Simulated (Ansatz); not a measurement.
A series of calculations on SrTiO$_{3}$

Part 1: Relaxation

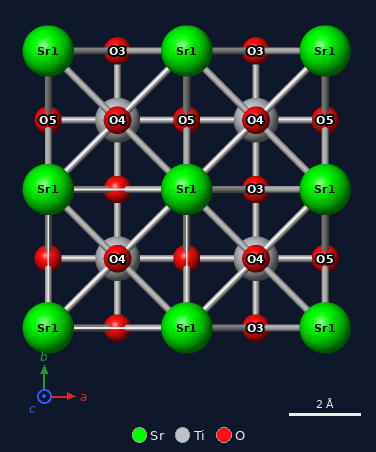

Solid SrTiO₃ (set up in Pm-3m), before the relaxation. A ball-and-stick model of the cell of the calculation, repeated 2 × 2 × 1 with one cell outlined, seen along the c axis.

These are results of Ansatz, DFT PBE+U, scalar-relativistic, plane waves, PAW, not measurements.

The input:
```yaml
crystal:
  lattice:
    - [3.91270131, 0.0, 0.0]
    - [0.0, 3.91270131, 0.0]
    - [0.0, 0.0, 3.91270131]
  atoms:
    - { symbol: Sr, position: [0.0, 0.0, 0.0] }
    - { symbol: Ti, position: [0.5, 0.5, 0.5] }
    - { symbol: O, position: [0.5, 0.0, 0.5] }
    - { symbol: O, position: [0.5, 0.5, 0.0] }
    - { symbol: O, position: [0.0, 0.5, 0.5] }
basis:
  ecutwfc: 420
kpoints:
  mp_grid: { grid: [8, 8, 8] }
hamiltonian:
  xc: pbe
  hubbard: { sites: [{ species: Ti, l: d, u_eff: 4.0 }] }
scf:
  occupations: { method: gaussian, width: 0.02 }
output:
  forces: true
  stress: true
  eigenvalues: true
relax:
  adjacent_minimum: "off"
  f_tol: 0.005
  max_steps: 80
  cell: { stress_tol: 0.05 }
```

Command:
```bash
ansatz run input.yaml --threads 1 --pin off --max-ram 2560MiB --backend cpu --events-out ev --progress --plain --runs-dir out
```

**Where does the relaxation end?**

Over 3 accepted moves (5 points after the start) the energy falls by 22.9 meV per cell of the calculation. All forces vanish by symmetry, so only the cell relaxes. The pressure goes from 4.70 to 0.01 GPa. The SCF was repeated twice at an unchanged geometry on a basis and grid sized afresh for the cell, which shifted the energy by 6.5 meV per cell of the calculation at most. No atom moves by more than 0.005 Å relative to the cell. The drawn cell changes as follows: a = b = c 3.913 → 3.947 Å (+0.9 %); the volume changes by +2.7 %. Near-neighbour distances that change, for instance: Sr1–Ti2 3.388 → 3.418 Å, Sr1–O3 2.767 → 2.791 Å, Ti2–O3 1.956 → 1.974 Å. The space group stays Pm-3m (No. 221).

The end point in the same view:

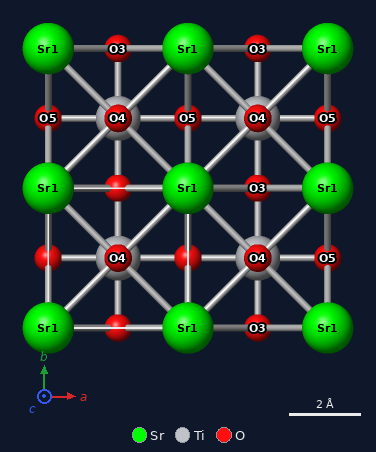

Part 2: A change

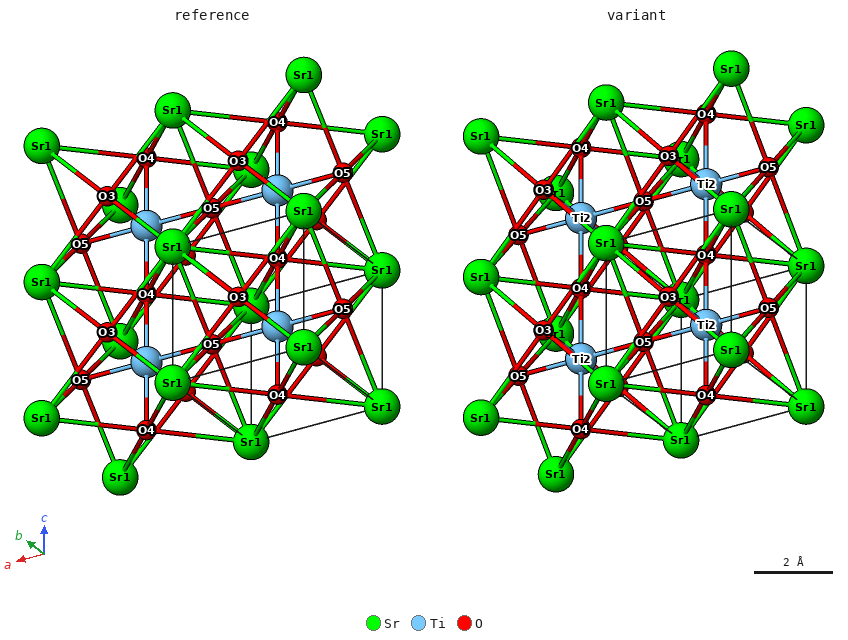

Left: solid SrTiO$_{3}$ (set up in Pm-3m). Right: the same structure after one change, at the same scale. A ball-and-stick model of the cell of the calculation, repeated 2 × 1 × 2 with one cell outlined, seen from a free direction.

All numbers below come from DFT PBE+U, scalar-relativistic, plane waves, PAW in Ansatz. Settings: plane-wave cutoff 420 eV; k-point mesh 8 × 8 × 8; occupations gaussian; smearing width 0.02 eV; U Ti 4.0 eV; no spin polarisation.

Question: What was changed?

Answer: Biaxial strain in the a–b plane, −4.5 %, is applied. The c axis and the atoms are relaxed.

Question: How do the computed properties respond?

Answer: Energy change: +62.6 meV per atom. The pressure goes from 0.0 to 13.3 GPa. The principal stresses (compression positive) are 0.0 GPa along c and 19.9 GPa across it. Cell: a = b 3.947 → 3.770 Å (−4.5 %), c 3.947 → 4.078 Å (+3.3 %). Volume −5.8 %. No atom moves by more than 0.005 Å relative to the cell. Among the bonded contacts that change: O–Sr 2.791 → 2.665 to 2.776 Å, O–Ti 1.974 → 1.885 to 2.039 Å. The space group (tolerance 0.01 Å) goes from Pm-3m (No. 221) to P4/mmm (No. 123).

Part 3: Series

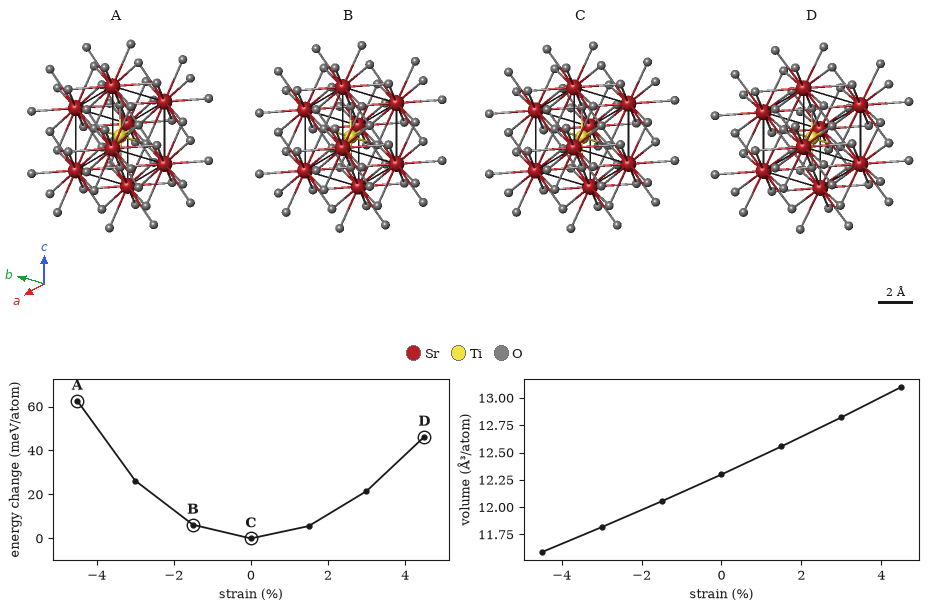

Members of a series of calculations on a crystal of SrTiO$_{3}$ (set up in Pm-3m), marked on the first curve. A ball-and-stick model of the cell of the calculation, seen from a free direction.

Computed with DFT PBE+U, scalar-relativistic, plane waves, PAW (Ansatz). Set-up: plane-wave cutoff 420 eV; k-point mesh 8 × 8 × 8; occupations gaussian; smearing width 0.02 eV; U Ti 4.0 eV; no spin polarisation.

### Describe the series.

Biaxial strain in the a–b plane, c and atoms relaxed. A (strain −4.5 %): energy change 62.6 meV/atom, volume 11.59 Å³ per atom. B (strain −1.5 %): energy change 6.2 meV/atom, volume 12.05 Å³ per atom. C (strain 0.0 %): energy change 0.0 meV/atom, volume 12.30 Å³ per atom. D (strain 4.5 %): energy change 46.3 meV/atom, volume 13.10 Å³ per atom. The rest compares A with D. The volume changes by +13.0 %, with a = b 3.770 → 4.125 Å (+9.4 %), c 4.078 → 3.850 Å (−5.6 %). Near-neighbour distances before and after: O–Sr 2.665 → 2.917 Å, O–Ti 1.885 → 2.062 Å, O–Ti 2.039 → 1.925 Å.
